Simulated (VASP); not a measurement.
System: rocksalt RbCl, space group Fm-3m, 2 atoms in the primitive cell; cubic a = 6.548 Å. Starting point: LDA, VASP PAW LDA potentials, release 64 (Rb_sv_GW, Cl_GW), no spin polarisation, no spin-orbit coupling, 4×4×4 k mesh, 500 eV cutoff, Gaussian smearing of 0.01 eV (VASP 6.6.1). Many-body step: G0W0 with GW iterations 1, cutoff of the response function 150 eV, frequency points 50 and empty bands 292.

In LDA the smallest gap over these k points is 4.61 eV, with direct gaps of 4.61 eV at Γ, 5.94 eV at X and 7.59 eV at W.

What does G0W0 give?

Answer. Over the k points that were corrected, the smallest gap goes from 4.61 eV in LDA (direct at Γ) to 7.62 eV in G0W0 (direct at Γ), a change of +3.01 eV (+65 %). Counted from the valence top, the lowest empty level moves by +3.01 eV at Γ, +3.11 eV at X and +3.16 eV at W; over the 8 points that were corrected the shifts run from +3.01 to +3.16 eV: a spread of 0.15 eV on a mean of 3.09 eV, so one scissor shift describes this level well. Down to 8.0 eV under the top, the filled levels drop by about 0.11 eV more for each eV of depth, so the valence band is stretched by about 11 %.

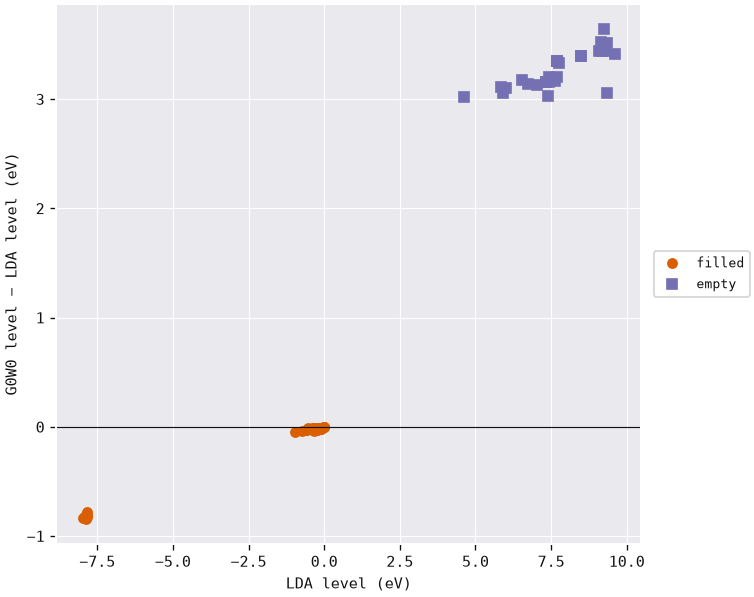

Change of each level from LDA to G0W0 against its LDA energy, both sets counted from their own valence top. Levels over 8 eV under the top or 5 eV above the conduction bottom aren't drawn.

| k point | LDA direct gap (eV) | G0W0 direct gap (eV) |
| --- | --- | --- |
| Γ | 4.61 | 7.62 |
| X | 5.94 | 9.06 |
| W | 7.59 | 10.78 |

Bands, screening cutoff and mesh are small and nothing is extrapolated, so the quasiparticle values aren't converged.
